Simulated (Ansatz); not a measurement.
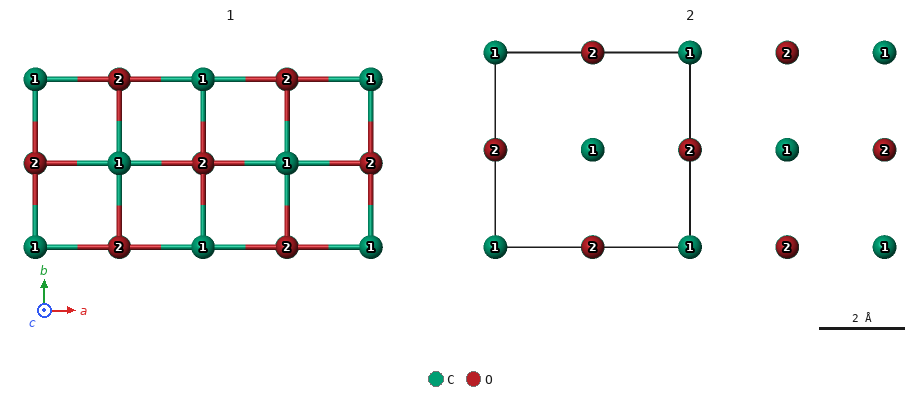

Two geometries of solid CO (built on the rock salt_225 type) (coarse preliminary run), drawn at one scale. One is the start of a relaxation, the other its converged end. The picture is a ball-and-stick view of the conventional cell (4 times the calculation's cell), repeated 2 × 1 × 1 with one cell outlined, seen along the c axis. Lengths and directions refer to the drawn axes.

Level of theory: Ansatz, DFT PBE, scalar-relativistic, plane waves, PAW. Set-up: plane-wave cutoff 420 eV; k-point mesh 6 × 6 × 6; occupations gaussian; smearing width 0.1 eV; no spin polarisation; cell and atoms relaxed; force threshold 0.04 eV/Å; at most 70 steps.

Q: Which of the two is the end point?

A: Structure 1 is the relaxed one. Case: rock salt type (Fm-3m, No. 225). After 5 accepted moves (7 points after the start) the energy has fallen by 621 meV per atom. All forces vanish by symmetry, so only the cell relaxes. The pressure goes from −30.72 to −0.01 GPa. The SCF was repeated twice at an unchanged geometry on a basis and grid sized afresh for the cell, which shifted the energy by 3.4 meV per atom at most. The atoms keep their places relative to the cell (all moves are under 0.005 Å). Cell: a = b = c 4.601 → 3.966 Å (−13.8 %). Volume −36.0 %. Some distances before and after: C1–O2 2.300 → 1.983 Å. The space group stays Fm-3m (No. 225).
